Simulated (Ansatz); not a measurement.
Structure of Ir:

```
Ir
1.0
     3.16660    0.00000    0.00000
     0.00000    3.16660    0.00000
     0.00000    0.00000    3.16660
Ir
2
Cartesian
  0.0000 0.0000 0.0000
  1.5833 1.5833 1.5833
```

Basis of the simulation: the end point of a relaxation with DFT, BLYP, plane waves (420 eV) with PAW, scalar-relativistic (Ansatz 0.2.0); the starting structure was generated, so it need not be a known form of this composition.

Question: Predict the first 3 clear peaks of the X-ray G(r) with σ = 0.07 Å, and name the atom pairs.

Answer: 1. 2.74 Å: Ir–Ir at 2.74 Å
2. 3.17 Å: Ir–Ir at 3.17 Å
3. 4.48 Å: Ir–Ir at 4.48 Å

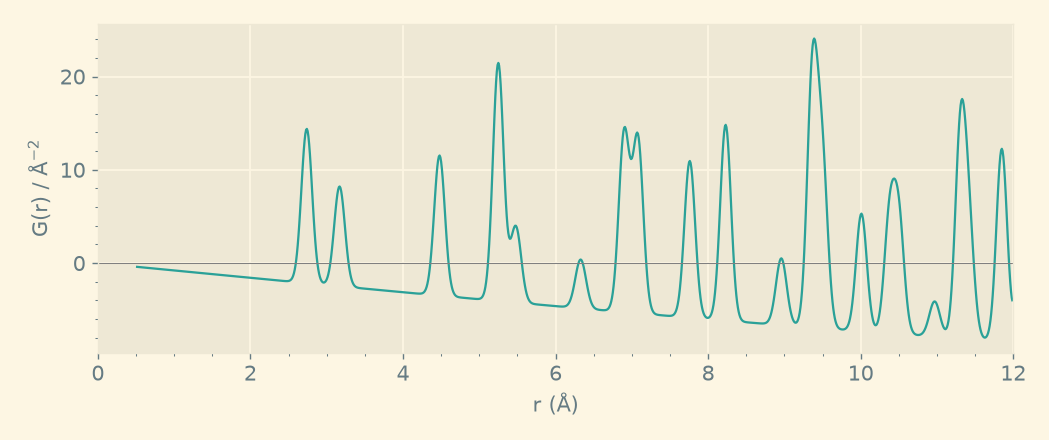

Simulated X-ray pair distribution function, G(r) = R(r)/r − 4πρ₀r, summed over the atomic distances of the structure with each pair weighted by the product of the atomic numbers (X-ray weights at Q = 0); every distance is a Gaussian of σ = 0.07 Å, damped by exp(−(Q_damp r)²/2) with Q_damp = 0.040 Å⁻¹. No termination ripples are included.
